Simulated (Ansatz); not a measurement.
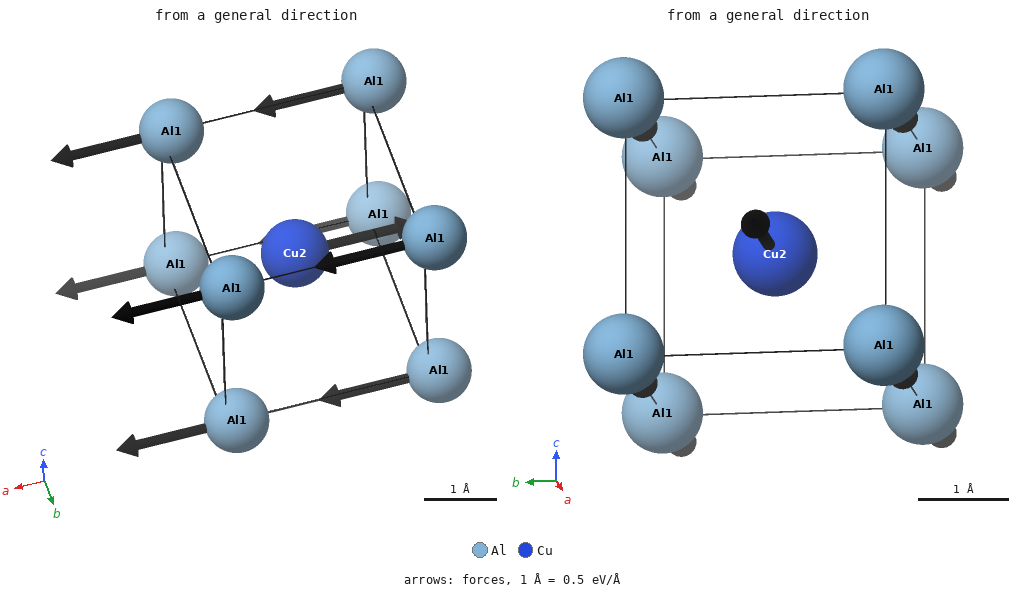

Drawn in the spheres-only manner and seen from two general directions. The edges of the simulation cell are marked. The arrows are the computed forces on the atoms.

System: AlCu. The calculation used DFT PBEsol, scalar-relativistic, plane waves, PAW (Ansatz), with plane waves up to 420 eV, k-point mesh 20×20×20, Gaussian smearing of 0.15 eV, no spin polarisation.

Could this be the end point of a relaxation?

Answer. No. The atoms still feel forces of up to about 0.67 eV/Å, far above a usual threshold of 0.01 to 0.03 eV/Å.

Where is the maximum force, and how large is it?

Answer. Al1 and Cu2, about 0.67 eV/Å.

The model was built from a structure listed in the Materials Project. The cell was then strained or its atoms displaced on purpose. It went into a calculation with Ansatz.
